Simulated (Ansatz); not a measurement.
## What a change does: single-point calculation on HfO₂

System: HfO₂ (R-3m, 3 atoms in the cell).
Method of run A: DFT r2SCAN, scalar-relativistic, plane waves, PAW, no spin polarisation (Ansatz 0.2.0).

The structure derives from an entry of the Crystallography Open Database. Text and figures count atoms from 1; the logs count them from 0 in places.

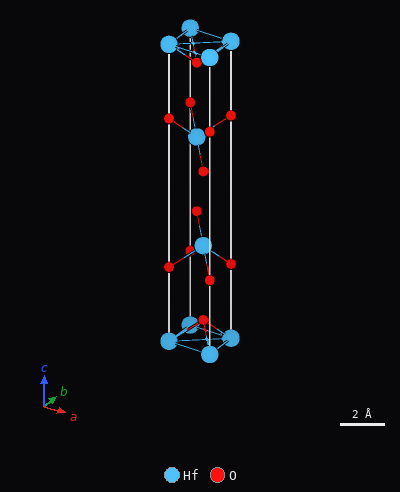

Fig. 1: The structure as given in the input (ball-and-stick view of the cell 3 times as large as that of the calculation, set on its symmetry axes, seen slightly off an axis). An atom can appear more than once, as a periodic image.

### Input, run A
```yaml
crystal:
  lattice:
    - [1.3532593968, 3.383148492, 3.383148492]
    - [3.383148492, 1.3532593968, 3.383148492]
    - [3.383148492, 3.383148492, 1.3532593968]
  atoms:
    - { symbol: Hf, position: [0.0, 0.0, 0.0] }
    - { symbol: O, position: [0.25, 0.25, 0.25] }
    - { symbol: O, position: [0.75, 0.75, 0.75] }
basis:
  ecutwfc: 500
kpoints:
  mp_grid: { grid: [8, 8, 8] }
hamiltonian:
  xc: r2scan
scf:
  occupations: { method: gaussian, width: 0.05 }
output:
  forces: true
  stress: true
  eigenvalues: true
```

Command:
```bash
ansatz run input.yaml --threads 1 --pin off --max-ram 2560MiB --backend cpu --events-out ev --progress --plain --runs-dir out
```

Hardware: 1 thread of Arm Neoverse V1, 24 GiB of memory available, shared host.

### Output, shortened to warnings, some set-up lines, iterations and results (run A)
```
Basis set: ecut = 500 eV, 845 PW (Γ), FFT grids on a1−a3, a2−a3, a3, exchange–correlation on 96×96×160 points (64 copies of the dense FFT grid, shifted against one another)
Symmetry: 12 space group operations
k-points: 65 of 512
Initial density: superposition of atomic densities (neutral atoms: chi_scale 0, normalization atom), corrected by the library's trained network
[...]
SCF iter   1: F=—  HF=-16873.564496 eV  |F-HF|=—  |Δ(HF+E_count)|=         —  Δρ=8.75e-3  dr2=2.71e-2  dr2_τ=2.14e-1  ethr=1.77e-3  ⟨swp⟩=5.9  Hψ=6236  notcnv=0
SCF iter   2: F=—  HF=-16873.629230 eV  |F-HF|=—  |Δ(HF+E_count)|=   6.47e-2  Δρ=4.42e-3  dr2=2.56e-3  dr2_τ=1.09e-3  ethr=7.14e-5  ⟨swp⟩=2.3  Hψ=3541  notcnv=0
SCF iter   3: F=—  HF=-16873.629122 eV  |F-HF|=—  |Δ(HF+E_count)|=   1.08e-4  Δρ=2.63e-3  dr2=7.82e-4  dr2_τ=1.71e-4  ethr=6.74e-6  ⟨swp⟩=2.0  Hψ=2712  notcnv=0
SCF iter   4: F=—  HF=-16873.629582 eV  |F-HF|=—  |Δ(HF+E_count)|=   4.60e-4  Δρ=1.07e-3  dr2=5.28e-4  dr2_τ=5.87e-5  ethr=2.06e-6  ⟨swp⟩=2.0  Hψ=2664  notcnv=0
SCF iter   5: F=—  HF=-16873.629511 eV  |F-HF|=—  |Δ(HF+E_count)|=   7.05e-5  Δρ=3.56e-4  dr2=3.89e-5  dr2_τ=8.11e-6  ethr=1.39e-6  ⟨swp⟩=2.0  Hψ=2430  notcnv=0
SCF iter   6: F=—  HF=-16873.629498 eV  |F-HF|=—  |Δ(HF+E_count)|=   1.27e-5  Δρ=9.47e-5  dr2=9.83e-7  dr2_τ=1.63e-7  ethr=1.02e-7  ⟨swp⟩=2.0  Hψ=2041  notcnv=0
SCF iter   7: F=-16873.629499 eV  HF=-16873.629499 eV  |F-HF|=6.80e-9  |Δ(HF+E_count)|=   9.91e-7  Δρ=1.23e-5  dr2=2.25e-8  dr2_τ=3.97e-9  ethr=2.63e-10  ⟨swp⟩=4.5  Hψ=7713  …
SCF 1 converged in 7 iterations: F = -16873.629499 eV  dr2 = 2.25e-8
SCF converged after 7 iterations
Free energy (F): -16873.629499 eV
Harris-Foulkes:  -16873.629499 eV  (|F-HF|=6.80e-9)
Internal energy: -16873.629499 eV  (E = F + TS)
E sigma→0 (E₀):  -16873.629499 eV
Fermi energy:    15.009886 eV
--- Per-component energies (eV) ---
  E_band       = -19.965351
  E_kinetic    = 789.410966
  E_local      = -7120.285044  (includes V_loc(G=0)·N_el)
  E_nonlocal   = -1149.608250
  E_hartree    = 3302.071534
  E_xc         = -434.865437
  E_vxc        = -511.243768  (∫ρ·V_xc dr)
  E_paw        = -7276.383795  (= ΣΔE_a)
  E_vpaw       = 1339.388939  (= ΣTr[D̂ρ^β])
  E_aug_tail   = 0.001793  (compensation charges beyond the density's cutoff)
  E_vtau       = 28.226202  (kinetic-family band-sum trace: ∫τ·v_τ [+ j·A + Jᵃ·Aᵃ] dr)
  E_ewald      = -4984.228906
  E_core_change = 0.257640  (= ΣΔE_core)
  E_smearing   = -0.000000  (= −TS)
  E_closure    = -0.000000  (closes the sum)
  Σ components = -16873.629499   (vs F -16873.629499, Δ=0.00e0)
--- Forces (eV/Å), atoms counted from 1 ---
  atom   1  Hf    -0.00000000    -0.00000000     0.00000000
  atom   2  O      0.65067246     0.65067246     0.65067246
  atom   3  O     -0.65067246    -0.65067246    -0.65067246
  max |Σ_I F_I| component: 1.11e-16 eV/Å
--- Stress (GPa, compression-positive) ---
       45.436860     -26.180454     -26.180454
      -26.180454      45.436860     -26.180454
      -26.180454     -26.180454      45.436860
  P = ⅓ Tr σ = 45.4369 GPa (454.369 kbar)
```

The input of run B differs as follows (lines with − go, lines with + come):
```diff
-    - [1.3532593968, 3.383148492, 3.383148492]
-    - [3.383148492, 1.3532593968, 3.383148492]
-    - [3.383148492, 3.383148492, 1.3532593968]
+    - [1.0000140832, 3.1429014044, 3.1429014044]
+    - [3.1429014044, 1.0000140832, 3.1429014044]
+    - [3.1429014044, 3.1429014044, 1.0000140832]
```

Predict how the results change.

With the same functional and potentials, run B lies 433.9 meV per atom lower. The gap on the mesh goes from 3.34 to 3.93 eV. The pressure goes from 45.44 to 31.59 GPa. The largest force goes from 1.127 to 0.440 eV/Å. The number of SCF iterations is the same. The plane waves at Γ go from 845 to 867.

### Output, shortened to warnings, some set-up lines, iterations and results (run B)
```
Basis set: ecut = 500 eV, 867 PW (Γ), FFT grids on a1−a3, a2−a3, a3, exchange–correlation on 96×96×144 points (64 copies of the dense FFT grid, shifted against one another)
Symmetry: 12 space group operations
k-points: 65 of 512
Initial density: superposition of atomic densities (neutral atoms: chi_scale 0, normalization atom), corrected by the library's trained network
[...]
SCF iter   1: F=—  HF=-16874.873038 eV  |F-HF|=—  |Δ(HF+E_count)|=         —  Δρ=8.34e-3  dr2=1.26e-2  dr2_τ=2.12e-1  ethr=1.77e-3  ⟨swp⟩=6.0  Hψ=6027  notcnv=0
SCF iter   2: F=—  HF=-16874.932123 eV  |F-HF|=—  |Δ(HF+E_count)|=   5.91e-2  Δρ=4.25e-3  dr2=4.39e-3  dr2_τ=9.47e-4  ethr=3.32e-5  ⟨swp⟩=2.1  Hψ=3517  notcnv=0
SCF iter   3: F=—  HF=-16874.931063 eV  |F-HF|=—  |Δ(HF+E_count)|=   1.06e-3  Δρ=3.10e-3  dr2=1.03e-3  dr2_τ=3.49e-4  ethr=1.15e-5  ⟨swp⟩=2.0  Hψ=2907  notcnv=0
SCF iter   4: F=—  HF=-16874.931088 eV  |F-HF|=—  |Δ(HF+E_count)|=   2.50e-5  Δρ=1.12e-3  dr2=3.09e-4  dr2_τ=4.38e-5  ethr=2.70e-6  ⟨swp⟩=2.0  Hψ=2436  notcnv=0
SCF iter   5: F=—  HF=-16874.931087 eV  |F-HF|=—  |Δ(HF+E_count)|=   1.77e-6  Δρ=1.87e-4  dr2=7.02e-6  dr2_τ=2.38e-6  ethr=8.14e-7  ⟨swp⟩=2.0  Hψ=2429  notcnv=0
SCF iter   6: F=—  HF=-16874.931080 eV  |F-HF|=—  |Δ(HF+E_count)|=   6.59e-6  Δρ=5.34e-5  dr2=4.36e-7  dr2_τ=8.65e-8  ethr=1.85e-8  ⟨swp⟩=2.0  Hψ=2474  notcnv=0
SCF iter   7: F=-16874.931080 eV  HF=-16874.931080 eV  |F-HF|=1.24e-8  |Δ(HF+E_count)|=   2.42e-7  Δρ=1.03e-5  dr2=1.12e-8  dr2_τ=4.45e-9  ethr=2.63e-10  ⟨swp⟩=5.9  Hψ=6849  …
SCF 1 converged in 7 iterations: F = -16874.931080 eV  dr2 = 1.12e-8
SCF converged after 7 iterations
Free energy (F): -16874.931080 eV
Harris-Foulkes:  -16874.931080 eV  (|F-HF|=1.24e-8)
Internal energy: -16874.931080 eV  (E = F + TS)
E sigma→0 (E₀):  -16874.931080 eV
Fermi energy:    15.995801 eV
--- Per-component energies (eV) ---
  E_band       = -8.218993
  E_kinetic    = 784.746572
  E_local      = -6553.855327  (includes V_loc(G=0)·N_el)
  E_nonlocal   = -1150.404160
  E_hartree    = 3024.804007
  E_xc         = -433.601302
  E_vxc        = -509.284035  (∫ρ·V_xc dr)
  E_paw        = -7274.852611  (= ΣΔE_a)
  E_vpaw       = 1342.955593  (= ΣTr[D̂ρ^β])
  E_aug_tail   = 0.002150  (compensation charges beyond the density's cutoff)
  E_vtau       = 28.013952  (kinetic-family band-sum trace: ∫τ·v_τ [+ j·A + Jᵃ·Aᵃ] dr)
  E_ewald      = -5272.028049
  E_core_change = 0.257640  (= ΣΔE_core)
  E_smearing   = -0.000000  (= −TS)
  E_closure    = -0.000000  (closes the sum)
  Σ components = -16874.931080   (vs F -16874.931080, Δ=0.00e0)
--- Forces (eV/Å), atoms counted from 1 ---
  atom   1  Hf    -0.00000000    -0.00000000     0.00000000
  atom   2  O      0.25395308     0.25395308     0.25395308
  atom   3  O     -0.25395308    -0.25395308    -0.25395308
  max |Σ_I F_I| component: 1.11e-16 eV/Å
--- Stress (GPa, compression-positive) ---
       31.591483     -12.919822     -12.919822
      -12.919822      31.591483     -12.919822
      -12.919822     -12.919822      31.591483
  P = ⅓ Tr σ = 31.5915 GPa (315.915 kbar)
```

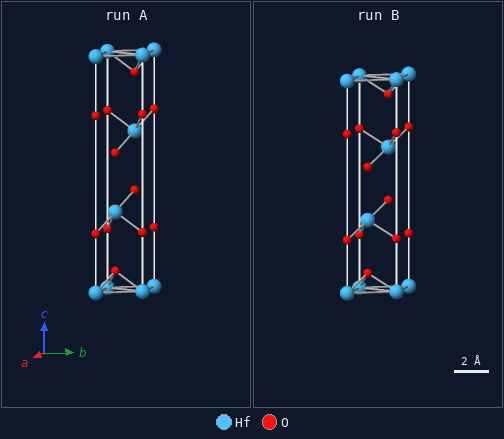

Fig. 2: The two input geometries at one scale (ball-and-stick view of the cell 3 times as large as that of the calculation, set on its symmetry axes, seen slightly off an axis). The atoms keep their places relative to the cell (all moves are under 0.005 Å). The drawn cell changes at constant volume: a = b 2.871 → 3.031 Å (+5.6 %), c 14.063 → 12.619 Å (−10.3 %). Among the contacts that change: Hf–Hf 2.871 → 3.031 Å, Hf–O 2.030 → 2.041 Å.

### The two runs side by side

| quantity | run A | run B |
| --- | --- | --- |
| outcome | converged | converged |
| free energy per atom (eV) | −5624.5432 | −5624.9770 |
| gap on the mesh (eV) | 3.34 | 3.93 |
| pressure (GPa) | 45.44 | 31.59 |
| largest force (eV/Å) | 1.127 | 0.440 |
| SCF iterations | 7 | 7 |
| irreducible k-points | 65 | 65 |
| plane waves at Γ | 845 | 867 |
| wall time (shared host) | 7.3 s | 6.7 s |

For both runs: Spin–orbit coupling is left out, which matters for Hf. For run A: The cell is under a pressure of 45 GPa at this level, so it is not at its equilibrium volume. For run B: The cell is under a pressure of 32 GPa at this level, so it is not at its equilibrium volume.
